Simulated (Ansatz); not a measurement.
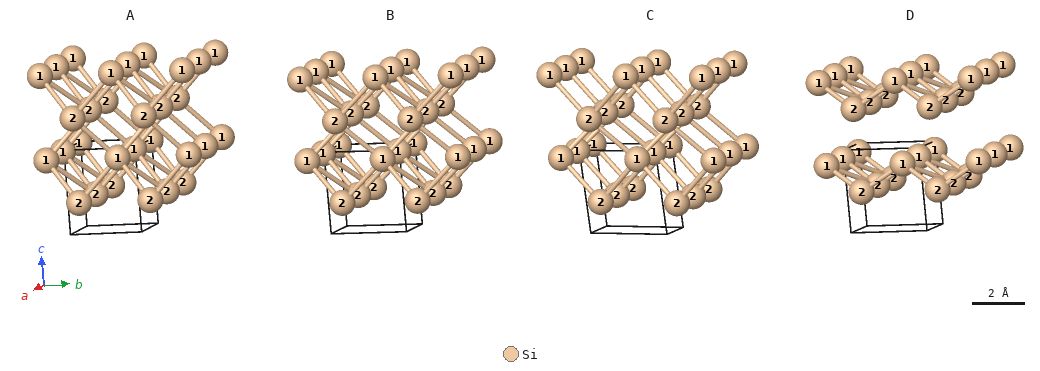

4 geometries from one relaxation of solid Si (set up in P-1), in shuffled order. The picture is a ball-and-stick view of the cell of the calculation, repeated 3 × 2 × 2 with one cell outlined, seen slightly off an axis.

Case: all atoms moved at random, sigma 0.25 Å for each component; relaxed back.

Method: DFT r2SCAN, scalar-relativistic, plane waves, PAW (Ansatz). Settings: plane-wave cutoff 500 eV; k-point mesh 14 × 14 × 14; occupations gaussian; smearing width 0.15 eV; no spin polarisation; cell and atoms relaxed; force threshold 0.01 eV/Å; at most 80 steps.

Order the frames from highest to lowest energy.

Answer. D, A, B, C. They are steps 0, 2, 3, 9, at +666 meV per atom, +64.8 meV per atom, +15.8 meV per atom relative to the last. The largest moves relative to the cell, 0.37 Å, are those of Si1 and Si2. Si1 goes along +c. The drawn cell changes as follows: a 2.629 → 2.669 Å (+1.5 %), b = c 3.624 → 3.635 Å (+0.3 %), α 77.9° → 81.9°, β 68.7° → 68.5°, γ 68.7° → 68.5°; the volume changes by +2.2 %. Near-neighbour distances that change, for instance: Si1–Si2 2.478 → 3.090 Å, Si1–Si2 (another image) 3.011 → 2.483 Å, Si1–Si2 (another image) 2.963 → 2.483 Å, Si1–Si2 (another image) 2.105 → 2.482 Å. New bonds form: Si1–Si2 (3.01 → 2.48 Å). Bond angles that change, for instance: Si2–Si1–Si2 118.5° → 94.1°. The space group (tolerance 0.01 Å) goes from P-1 (No. 2) to Imma (No. 74). After 8 accepted moves (9 points after the start) the energy has fallen by 666 meV per atom. The largest force component goes from 3 to 0.00078 eV/Å. The pressure goes from 25.40 to −0.03 GPa. At 1 point the geometry stayed and the basis and grid were re-selected for the new cell (energy shift of less than 0.05 meV per atom at most each time). Cost: 8.1 min on 1 thread of Arm Neoverse V2 (shared host), peak memory 0.82 GiB.
